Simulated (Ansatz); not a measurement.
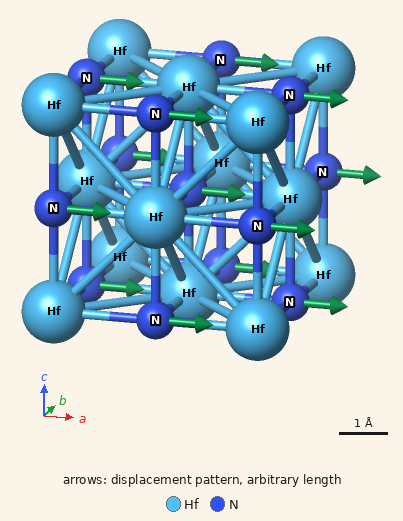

The lowest optical mode of a crystal of HfN relaxed at 4 GPa, space group Fm-3m (No. 225), at the zone centre. The green arrows are the displacements of the atoms (eigenvector over the root of the mass), of arbitrary overall length and sign. A ball-and-stick model of the conventional cell (4 times the calculation's cell), seen slightly off an axis. Lengths and directions refer to the drawn axes.

The calculation used DFT PBE, scalar-relativistic, plane waves, PAW (Ansatz). Settings: plane-wave cutoff 420 eV; k-point mesh 16 × 16 × 16; occupations fermi dirac; smearing width 0.15 eV; target pressure 4 GPa; no spin polarisation.

The frequencies depend somewhat on the k-mesh and the smearing.

Is this crystal at a minimum with respect to the drawn distortion?

Yes: this softest mode has a real frequency, and so have all others here. That speaks for this wave vector alone: the rest of the zone wasn't checked in this run. This is the T₁u mode (triply degenerate; one member of the set is drawn) at 492 cm⁻¹, the only optical level, infrared-active by symmetry. The N sublattice moves against the Hf sublattice, along a; it stretches the shortest Hf–N bonds (2.26 Å); the kinetic energy is shared as N 93 %, Hf 7 %. The crystal is a metal, so free carriers screen the infrared response.
